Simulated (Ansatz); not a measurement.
**Sn9O16 (charge +3): geometry relaxation (part 1 of 3)**

The run: geometry relaxation of Sn9O16 (defect cell, 25 atoms in the cell, total charge +3). Method and program: DFT PBE, scalar-relativistic, plane waves, PAW, spin-polarised (Ansatz 0.2.0).

The structure derives from a Materials Project entry. It belongs to a series of runs on one base structure; here: Sn interstitial, charge +3, atoms relaxed at the host's cell. Figures and captions count atoms from 1; the log counts them from 0 in places.

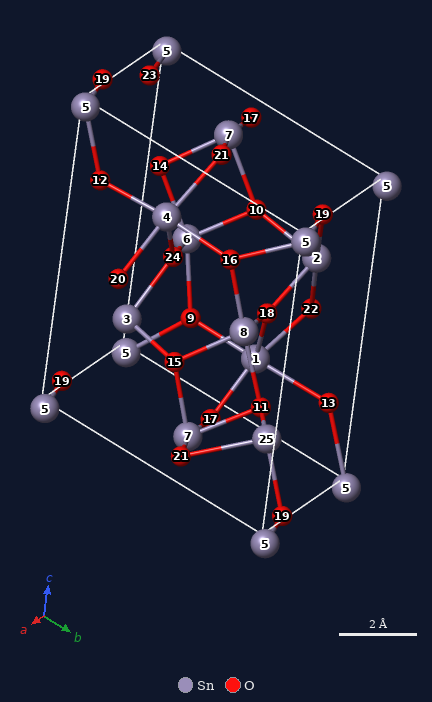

Fig. 1: The structure as given in the input (ball-and-stick view of the cell of the calculation, seen slightly off an axis; atoms are numbered from 1 in the order of the input). An atom can appear more than once, as a periodic image.

## Input
```yaml
crystal:
  lattice:
    - [-4.8271903414, -4.8271903414, 0.0]
    - [4.8271903414, -4.8271903414, 0.0]
    - [0.0, 4.8271903414, 6.4763045005]
  atoms:
    - { symbol: Sn, position: [0.1544108282, 0.6117790822, 0.2509934277] }
    - { symbol: Sn, position: [0.3790163065, 0.880657788, 0.7472833375] }
    - { symbol: Sn, position: [0.5274753411, 0.1660626085, 0.2531206128], spin: 0.2 }
    - { symbol: Sn, position: [0.8825493938, 0.3845227118, 0.7548015738] }
    - { symbol: Sn, position: [-0.007389428, 0.0158575453, -0.0251104855] }
    - { symbol: Sn, position: [0.2685703555, 0.2918958045, 0.52708685] }
    - { symbol: Sn, position: [0.4945219336, 0.4772401117, -0.003399508] }
    - { symbol: Sn, position: [0.7489588628, 0.7316957821, 0.5053918349] }
    - { symbol: O, position: [0.1435555259, 0.3136744137, 0.2509839986] }
    - { symbol: O, position: [0.3583694357, 0.5946840704, 0.7760446317] }
    - { symbol: O, position: [0.5815302243, 0.7939776642, 0.2509408782] }
    - { symbol: O, position: [0.8332830222, 0.0697496365, 0.7260116004] }
    - { symbol: O, position: [0.1500073548, 0.9423753242, 0.2525979748], spin: 0.2 }
    - { symbol: O, position: [0.4142332191, 0.182261353, 0.7463034763] }
    - { symbol: O, position: [0.653362051, 0.4283641368, 0.2510144868] }
    - { symbol: O, position: [0.9188743744, 0.6870383105, 0.7557485243] }
    - { symbol: O, position: [0.1915517042, 0.4693462921, -0.0055785143] }
    - { symbol: O, position: [0.4481689438, 0.7259764351, 0.5075205844] }
    - { symbol: O, position: [0.7106752901, -0.0155980027, 0.0001940585], spin: 0.2 }
    - { symbol: O, position: [0.9597414332, 0.2409589496, 0.4997061047], spin: 0.2 }
    - { symbol: O, position: [0.8197620563, 0.5599105168, 0.0277792602] }
    - { symbol: O, position: [0.0429912312, 0.7831461696, 0.4741775989] }
    - { symbol: O, position: [0.2757281898, 0.0448947602, -0.0404409982] }
    - { symbol: O, position: [0.5670304408, 0.3364374939, 0.5424718251] }
    - { symbol: Sn, position: [0.8543481139, -0.0791778475, 0.2538592107], spin: 0.2 }
  host:
    lattice:
      - [4.8271903414, 0.0, 0.0]
      - [0.0, 4.8271903414, 0.0]
      - [0.0, 0.0, 3.2381522502]
    atoms:
      - { symbol: Sn, position: [0.5, 0.5, 0.5] }
      - { symbol: Sn, position: [0.0, 0.0, 0.0] }
      - { symbol: O, position: [0.1934234768, 0.8065765232, 0.5] }
      - { symbol: O, position: [0.8065765232, 0.1934234768, 0.5] }
      - { symbol: O, position: [0.3065765232, 0.3065765232, 0.0] }
      - { symbol: O, position: [0.6934234768, 0.6934234768, 0.0] }
total_charge: 3
basis:
  ecutwfc: 420
  xc_grid: 2
kpoints:
  mp_grid: { grid: [3, 3, 3], shift: [0.0, 0.0, 0.0] }
hamiltonian:
  xc: pbe
scf:
  occupations: { method: gaussian, width: 0.01 }
output:
  forces: true
  stress: false
  eigenvalues: true
  populations: true
  charged_corrections:
    defect_position: [0.875, 0.025, 0.25]
    epsilon: [[14.0248, 0.0, 0.0], [0.0, 14.0248, 0.0], [0.0, 0.0, 10.8937]]
  write_density: true
  write_potential: true
  elf: true
  volumetric_format: npy
magnetization:
  spin_polarized: true
relax:
  adjacent_minimum: "off"
  f_tol: 0.025
  max_steps: 45
```

Run on 4 threads of Intel Xeon @ 2.50GHz (Skylake/Cascade Lake), 189 GiB of memory available, shared host.

Launch command:
```bash
ansatz run input.yaml --threads 4 --pin off --max-ram 10240MiB --backend cpu --events-out ev --progress --plain --runs-dir out
```

## Log
```
Engine: ansatz 0.2.0, x86_64-unknown-linux-gnu
Pseudopotentials: kind: paw
Pseudopotential: Sn, paw, valence charge 14, recommended cutoff 420 eV (normal), Sn.paw.azcp
Pseudopotential: O, paw, valence charge 6, recommended cutoff 420 eV (normal), O.paw.azcp
Functional definition: PBE
  parameter kappa = 0.804
  parameter beta = 0.06672455060314922
  exchange = pbe_x(kappa = kappa, mu = beta*pi^2/3)
  correlation = pbe_c(beta = beta)
Crystal: 25 atoms, lattice volume = 301.819 Å³
Basis set: ecut = 420 eV, 5921 PW (Γ), exchange–correlation on 96×96×108 points (8 copies of the dense FFT grid, shifted against one another)
Bands: 135, of which v1, the nominal top of the filled ones, is band 110 counted from 1 (109 counted from 0)
Symmetry: 1 space group operations
Space group: P1 (ITA 1), of the structure as read, at distance tolerance 6.7e-5 Å
Magnetic group: BNS 1.1 (UNI 1), of the structure as read, at distance tolerance 6.7e-5 Å
k-points: 14 of 27 (time reversal used)
Non-local potential: Sn, projectors of the file, l = 0: 2, l = 1: 2, l = 2: 2, l = 3: 2
Non-local potential: O, projectors of the file, l = 0: 2, l = 1: 2, l = 2: 1
PAW form: soft (Blöchl's): semilocal exchange-correlation on the pseudo side does not see the compensation charge
PAW one-centre angular grid: Sn, 590 points (default); XC on 64 Gauss nodes
PAW one-centre angular grid: O, 110 points (default); XC on 64 Gauss nodes
Initial density: superposition of atomic densities (chi_scale 0.1, normalization cell, long waves kept (reshape's long-wave potential 0.14 eV rms))
Starting moments: Σ|m| = 1 μB on 5 of 25 sites
Initial wavefunctions: pseudopotential atomic-orbital guess
Functional: x = pbe(κ = 0.804, μ = 0.2195149727645171), c = pbe(β = 0.06672455060314922)
SCF iter   1: F=—  HF=-63335.957053 eV  |F-HF|=—  |Δ(HF+E_count)|=         —  Δρ=5.50e-2 (↑5.08e-2 ↓5.50e-2)  dr2=2.47e1  dr2_m=1.23e-1  M=0.111 μB ∫|m|=0.220 μB  β_m=0.30  ethr=3.10e-3  ⟨swp⟩=5.0  Hψ=13751  notcnv=0  defer=276
preconditioner: auto → Resta (q_TF=auto, 2.586 Å⁻¹)  ε∞=3.5  [insulator: Δε(μ)=0.040 eV  Ē_g=20.163 eV  σ=0.010 eV  W_gap=0.50  n_scr=84 (ndim 8)  ℏωp=31.6 eV  f_vac=0.002  D(μ)=4.19/eV (n_scr^D=14)  ε∞_Penn≈3.5]
spin=Collinear: Resta preconditioning applied to the charge; magnetization (m = ρ↑ − ρ↓) channel mixes plain (no charge-response kernel on spin).
SCF iter   2: F=—  HF=-63330.468623 eV  |F-HF|=—  |Δ(HF+E_count)|=    5.49e0  Δρ=3.45e-2 (↑3.18e-2 ↓3.45e-2)  dr2=9.41e0  dr2_m=6.52e-2  M=0.111 μB ∫|m|=0.193 μB  β_m=0.30  ethr=3.10e-3  ⟨swp⟩=3.0  Hψ=7638  notcnv=0  defer=510
SCF iter   3: F=—  HF=-63327.279780 eV  |F-HF|=—  |Δ(HF+E_count)|=    3.19e0  Δρ=1.31e-2 (↑1.28e-2 ↓1.31e-2)  dr2=1.16e0  dr2_m=3.52e-2  M=0.111 μB ∫|m|=0.174 μB  β_m=0.30  ethr=3.10e-3  ⟨swp⟩=2.1  Hψ=6543  notcnv=0  defer=510
SCF iter   4: F=—  HF=-63326.927772 eV  |F-HF|=—  |Δ(HF+E_count)|=   3.52e-1  Δρ=4.33e-3 (↑4.33e-3 ↓3.72e-3)  dr2=8.31e-2  dr2_m=1.91e-2  M=0.111 μB ∫|m|=0.160 μB  β_m=0.30  ethr=5.29e-4  ⟨swp⟩=2.7  Hψ=7150  notcnv=0  defer=518
SCF iter   5: F=—  HF=-63326.935762 eV  |F-HF|=—  |Δ(HF+E_count)|=   7.99e-3  Δρ=2.94e-3 (↑2.94e-3 ↓2.65e-3)  dr2=3.47e-2  dr2_m=1.05e-2  M=0.111 μB ∫|m|=0.150 μB  β_m=0.30  ethr=3.79e-5  ⟨swp⟩=2.0  Hψ=3566  notcnv=0  defer=522
SCF iter   6: F=—  HF=-63326.958521 eV  |F-HF|=—  |Δ(HF+E_count)|=   2.28e-2  Δρ=1.72e-3 (↑1.50e-3 ↓1.72e-3)  dr2=3.21e-3  dr2_m=5.90e-3  M=0.111 μB ∫|m|=0.142 μB  β_m=0.30  ethr=1.58e-5  ⟨swp⟩=3.0  Hψ=6706  notcnv=0  defer=522
SCF iter   7: F=—  HF=-63326.959301 eV  |F-HF|=—  |Δ(HF+E_count)|=   7.80e-4  Δρ=1.14e-3 (↑1.14e-3 ↓1.12e-3)  dr2=6.22e-4  dr2_m=3.34e-3  M=0.111 μB ∫|m|=0.136 μB  β_m=0.30  ethr=1.47e-6  ⟨swp⟩=2.0  Hψ=6339  notcnv=0  defer=522
Mixer restart at iter 7: flushing history
spin-set hold released at iteration 7 (site moments contracting): the magnetisation degrees of freedom join the quasi-Newton model from the next iteration; the mixer history was flushed
SCF iter   8: F=—  HF=-63326.959704 eV  |F-HF|=—  |Δ(HF+E_count)|=   4.03e-4  Δρ=8.60e-4 (↑8.60e-4 ↓8.56e-4)  dr2=3.56e-4  dr2_m=1.91e-3  M=0.111 μB ∫|m|=0.132 μB  β_m=0.65  ethr=2.84e-7  ⟨swp⟩=2.8  Hψ=6884  notcnv=0  defer=522
SCF iter   9: F=—  HF=-63326.960694 eV  |F-HF|=—  |Δ(HF+E_count)|=   9.90e-4  Δρ=1.76e-4 (↑1.76e-4 ↓1.11e-4)  dr2=7.86e-5  dr2_m=3.84e-5  M=0.111 μB ∫|m|=0.122 μB  β_m=0.67  ethr=1.62e-7  ⟨swp⟩=2.6  Hψ=6628  notcnv=0  defer=522
SCF iter  10: F=—  HF=-63326.960734 eV  |F-HF|=—  |Δ(HF+E_count)|=   4.05e-5  Δρ=7.40e-5 (↑4.94e-5 ↓7.40e-5)  dr2=2.45e-5  dr2_m=5.00e-6  M=0.111 μB ∫|m|=0.121 μB  β_m=0.67  ethr=3.59e-8  ⟨swp⟩=2.4  Hψ=5794  notcnv=0  defer=522
SCF iter  11: F=—  HF=-63326.960741 eV  |F-HF|=—  |Δ(HF+E_count)|=   6.55e-6  Δρ=2.55e-5 (↑2.55e-5 ↓2.09e-5)  dr2=4.06e-6  dr2_m=6.70e-7  M=0.111 μB ∫|m|=0.121 μB  β_m=0.70  ethr=7.13e-9  ⟨swp⟩=20.0  Hψ=36852  notcnv=0
SCF iter  12: F=—  HF=-63326.960743 eV  |F-HF|=—  |Δ(HF+E_count)|=   1.98e-6  Δρ=1.04e-5 (↑1.04e-5 ↓1.03e-5)  dr2=1.04e-6  dr2_m=4.32e-8  M=0.111 μB ∫|m|=0.120 μB  β_m=0.66  ethr=1.85e-9  ⟨swp⟩=11.0  Hψ=27897  notcnv=0
SCF iter  13: F=-63326.960743 eV  HF=-63326.960743 eV  |F-HF|=1.45e-8  |Δ(HF+E_count)|=   3.70e-7  Δρ=3.37e-6 (↑3.37e-6 ↓3.20e-6)  dr2=1.36e-7  dr2_m=1.65e-9  M=0.111 μB ∫|m|=0.120 μB  ethr=4.74e-10  ⟨swp⟩=10.2  Hψ=24387  notcnv=0
SCF 1 converged in 13 iterations: F = -63326.960743 eV  dr2 = 1.36e-7
  greatest PAW one-centre occupation: 0.996 electrons in one spin orbital (limit 2), on the Sn atom at site 5 (counted from 0), in its partial waves of l = 2
relax step   1: F+E_penalty+E_count = -63326.96074332 eV  Δ(F+E_penalty+E_count) = +0.000e0 eV  max|allowed force component| = 1.129e0 eV/Å  Δτ_max = 0.0000 Å  (13 SCF iters, dr2 threshold 1.56e-5 eV, accepted)
Initial density: handed on by an earlier stage of this run
Starting moments: Σ|m| = 1 μB on 5 of 25 sites; this step starts from the density that it was given
Initial wavefunctions: those handed on with the density
iter 1 solved again at ethr=1.46e-4 eV; its pass at ethr=3.10e-3 eV (dr2=3.20e-1 eV) is discarded
SCF iter   1: F=—  HF=-63327.408620 eV  |F-HF|=—  |Δ(HF+E_count)|=         —  Δρ=6.94e-3 (↑6.29e-3 ↓6.94e-3)  dr2=3.30e-1  dr2_m=4.27e-3  M=0.037 μB ∫|m|=0.059 μB  β_m=0.30  ethr=1.46e-4  ⟨swp⟩=1.4  Hψ=12721  notcnv=0  defer=502
preconditioner: auto → Resta (q_TF=auto, 2.586 Å⁻¹)  ε∞=3.7  [insulator: Δε(μ)=0.126 eV  Ē_g=19.329 eV  σ=0.010 eV  W_gap=0.50  n_scr=84 (ndim 8)  ℏωp=31.6 eV  f_vac=0.039  D(μ)=4.18/eV (n_scr^D=14)  ε∞_Penn≈3.7]
spin=Collinear: Resta preconditioning applied to the charge; magnetization (m = ρ↑ − ρ↓) channel mixes plain (no charge-response kernel on spin).
SCF iter   2: F=—  HF=-63327.334856 eV  |F-HF|=—  |Δ(HF+E_count)|=   7.38e-2  Δρ=4.57e-3 (↑4.13e-3 ↓4.57e-3)  dr2=1.25e-1  dr2_m=2.29e-3  M=0.037 μB ∫|m|=0.053 μB  β_m=0.54  ethr=1.46e-4  ⟨swp⟩=2.0  Hψ=6556  notcnv=0  defer=502
SCF iter   3: F=—  HF=-63327.296780 eV  |F-HF|=—  |Δ(HF+E_count)|=   3.81e-2  Δρ=9.43e-4 (↑9.43e-4 ↓8.79e-4)  dr2=6.10e-3  dr2_m=1.66e-4  M=0.033 μB ∫|m|=0.039 μB  β_m=0.58  ethr=5.73e-5  ⟨swp⟩=3.0  Hψ=6708  notcnv=0  defer=502
SCF iter   4: F=—  HF=-63327.296656 eV  |F-HF|=—  |Δ(HF+E_count)|=   1.23e-4  Δρ=4.14e-4 (↑4.14e-4 ↓4.07e-4)  dr2=1.54e-3  dr2_m=3.30e-5  M=0.028 μB ∫|m|=0.032 μB  β_m=0.62  ethr=2.78e-6  ⟨swp⟩=2.0  Hψ=6645  notcnv=0  defer=502
SCF iter   5: F=—  HF=-63327.296681 eV  |F-HF|=—  |Δ(HF+E_count)|=   2.45e-5  Δρ=1.24e-4 (↑1.24e-4 ↓9.79e-5)  dr2=1.11e-4  dr2_m=7.33e-6  M=0.023 μB ∫|m|=0.025 μB  β_m=0.72  ethr=7.04e-7  ⟨swp⟩=2.1  Hψ=6171  notcnv=0  defer=502
iter 6 did not close the SCF: its close was put off for a magnetic moment that had not settled (scf_convergence_deferred on its scf_iter line)
SCF iter   6: F=-63327.296656 eV  HF=-63327.296704 eV  |F-HF|=4.81e-5  |Δ(HF+E_count)|=   2.33e-5  Δρ=8.89e-5 (↑8.02e-5 ↓8.89e-5)  dr2=6.31e-5  dr2_m=3.36e-6  M=0.017 μB ∫|m|=0.019 μB  β_m=0.62  ethr=3.64e-8  ⟨swp⟩=17.4  Hψ=34510  notcnv=0
iter 7 did not close the SCF: its close was put off for a magnetic moment that had not settled (scf_convergence_deferred on its scf_iter line)
SCF iter   7: F=-63327.296700 eV  HF=-63327.296697 eV  |F-HF|=3.14e-6  |Δ(HF+E_count)|=   7.12e-6  Δρ=3.37e-5 (↑3.28e-5 ↓3.37e-5)  dr2=2.15e-6  dr2_m=2.42e-6  M=0.015 μB ∫|m|=0.017 μB  β_m=0.81  ethr=2.88e-8  ⟨swp⟩=11.0  Hψ=30503  notcnv=0
iter 8 did not close the SCF: its close was put off for a magnetic moment that had not settled (scf_convergence_deferred on its scf_iter line)
SCF iter   8: F=-63327.296702 eV  HF=-63327.296703 eV  |F-HF|=1.01e-6  |Δ(HF+E_count)|=   6.13e-6  Δρ=2.65e-5 (↑2.65e-5 ↓2.29e-5)  dr2=2.14e-6  dr2_m=1.15e-6  M=0.011 μB ∫|m|=0.013 μB  β_m=0.87  ethr=9.81e-10  ⟨swp⟩=9.4  Hψ=28831  notcnv=0
iter 9 did not close the SCF: its close was put off for a magnetic moment that had not settled (scf_convergence_deferred on its scf_iter line)
SCF iter   9: F=-63327.296704 eV  HF=-63327.296705 eV  |F-HF|=1.18e-6  |Δ(HF+E_count)|=   1.94e-6  Δρ=1.90e-5 (↑1.80e-5 ↓1.90e-5)  dr2=1.70e-6  dr2_m=5.08e-7  M=0.008 μB ∫|m|=0.009 μB  β_m=0.86  ethr=9.75e-10  ⟨swp⟩=9.4  Hψ=28440  notcnv=0
iter 10 did not close the SCF: its close was put off for a magnetic moment that had not settled (scf_convergence_deferred on its scf_iter line)
SCF iter  10: F=-63327.296706 eV  HF=-63327.296706 eV  |F-HF|=1.53e-7  |Δ(HF+E_count)|=   7.22e-7  Δρ=1.19e-5 (↑8.71e-6 ↓1.19e-5)  dr2=3.88e-7  dr2_m=1.96e-7  M=0.005 μB ∫|m|=0.005 μB  β_m=0.92  ethr=7.78e-10  ⟨swp⟩=9.1  Hψ=27380  notcnv=0
SCF iter  11: F=-63327.296706 eV  HF=-63327.296706 eV  |F-HF|=2.36e-7  |Δ(HF+E_count)|=   4.38e-7  Δρ=8.78e-6 (↑8.78e-6 ↓6.22e-6)  dr2=3.44e-7  dr2_m=6.59e-8  M=0.003 μB ∫|m|=0.003 μB  ethr=1.77e-10  ⟨swp⟩=8.7  Hψ=26702  notcnv=0
WARN: the starting moments were not kept: the SCF closed with an absolute magnetisation of 3.1e-3 μB, where they sum to 1 μB in size (5 sites). That is at most 0.1 of that sum. Measured as dr2_m measures the in/out step, that magnetisation stands 9.1e-7 eV from none, at or under the dr2_threshold of 8.0e-5 eV: it is no larger than a step whose dr2_m would equal this threshold. The system may hold no moment; this SCF shows only that its start led to no more than that. This SCF took its magnetisation from the state that an earlier stage of the run handed on, and the starting moments (crystal.atoms[].spin, magnetization.per_species, magnetization.initial_magnetization, or on a non-collinear deck that types none of these the spinor_matrix: blocks that start its atoms; where the total moment is fixed, keep their sum and leave initial_magnetization as it is) reach it only through that state. Under a hybrid functional, moments that its semilocal warm-up loses can be held through it (magnetization.spin_locking: {lock_spins: true, release_at_the_exchange_loop: true}, refused in a deck that types no crystal.atoms[].spin or magnetization.per_species, and beside md: or magnetic_configurations:, beside output.atomic_orbital_hamiltonian at one k-point under exchange of full range, and beside output.current_voltage). To try another start, change the starting moments or, where the run itself opened from a saved state (the deck's checkpoint.read, a session's seed or a resume), run it without that state.
SCF 2 converged in 11 iterations: F = -63327.296706 eV  dr2 = 3.44e-7
[... from here on the iterations of each SCF are left out, up to the last one ...]
relax step   2: F+E_penalty+E_count = -63327.29670588 eV  Δ(F+E_penalty+E_count) = -3.360e-1 eV  max|allowed force component| = 7.037e-1 eV/Å  Δτ_max = 0.1178 Å  (11 SCF iters, dr2 threshold 7.97e-5 eV, accepted)
preconditioner: auto → Resta (q_TF=auto, 2.586 Å⁻¹)  ε∞=3.7  [insulator: Δε(μ)=0.166 eV  Ē_g=19.414 eV  σ=0.010 eV  W_gap=0.69  n_scr=84 (ndim 8)  ℏωp=31.6 eV  f_vac=0.041  D(μ)=6.53/eV (n_scr^D=36)  ε∞_Penn≈3.7]
spin=Collinear: Resta preconditioning applied to the charge; magnetization (m = ρ↑ − ρ↓) channel mixes plain (no charge-response kernel on spin).
the starting moments were not kept: the SCF closed with an absolute magnetisation of 4.6e-4 μB, where they sum to 1 μB in size (5 sites). That is at most 0.1 of that sum. Measured as dr2_m measures the in/out step, that magnetisation stands 1.3e-8 eV from none, at or under the dr2_threshold of 3.1e-5 eV: it is no larger than a step whose dr2_m would equal this threshold.
SCF 3 converged in 7 iterations: F = -63327.648394 eV  dr2 = 4.59e-6
relax step   3: F+E_penalty+E_count = -63327.64839373 eV  Δ(F+E_penalty+E_count) = -3.517e-1 eV  max|allowed force component| = 4.111e-1 eV/Å  Δτ_max = 0.2000 Å  (7 SCF iters, dr2 threshold 3.09e-5 eV, accepted)
preconditioner: auto → Resta (q_TF=auto, 2.586 Å⁻¹)  ε∞=3.7  [insulator: Δε(μ)=0.170 eV  Ē_g=19.427 eV  σ=0.010 eV  W_gap=0.75  n_scr=84 (ndim 8)  ℏωp=31.6 eV  f_vac=0.040  D(μ)=6.66/eV (n_scr^D=36)  ε∞_Penn≈3.7]
spin=Collinear: Resta preconditioning applied to the charge; magnetization (m = ρ↑ − ρ↓) channel mixes plain (no charge-response kernel on spin).
the starting moments were not kept: the SCF closed with an absolute magnetisation of 3.7e-5 μB, where they sum to 1 μB in size (5 sites). That is at most 0.1 of that sum. Measured as dr2_m measures the in/out step, that magnetisation stands 1.1e-10 eV from none, at or under the dr2_threshold of 5.8e-5 eV: it is no larger than a step whose dr2_m would equal this threshold.
SCF 4 converged in 7 iterations: F = -63327.728329 eV  dr2 = 3.71e-6
relax step   4: F+E_penalty+E_count = -63327.72832924 eV  Δ(F+E_penalty+E_count) = -7.994e-2 eV  max|allowed force component| = 5.765e-2 eV/Å  Δτ_max = 0.1386 Å  (7 SCF iters, dr2 threshold 5.77e-5 eV, accepted)
```
